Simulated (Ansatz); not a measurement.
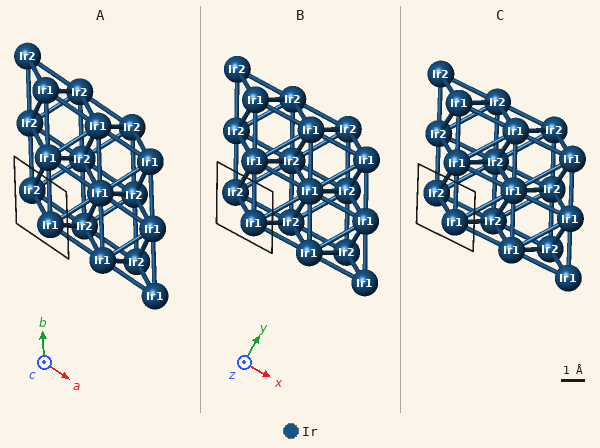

A scan of crystalline Ir (P6_3/mmc) along one coordinate. x, y and z are the Cartesian axes of the input. A ball-and-stick model of the cell of the calculation, repeated 3 × 3 × 1 with one cell outlined, seen along the c axis.

Computed with DFT r2SCAN, scalar-relativistic, plane waves, PAW in Ansatz. Set-up: plane-wave cutoff 500 eV; k-point mesh 18 × 18 × 12; occupations gaussian; smearing width 0.15 eV; no spin polarisation. Energies (free energies at the smearing named) are counted from the cell as listed in its source, which wasn't relaxed.

Q: Which coordinate changes from frame to frame?

A: The cell is strained in shear in the xy plane, with the atoms kept at their fractional coordinates. In the frames the strain is −0.15 (A), 0.0562 (B), 0.1312 (C). Their energies are 194.4 meV/atom, 27.9 meV/atom, 150.1 meV/atom.
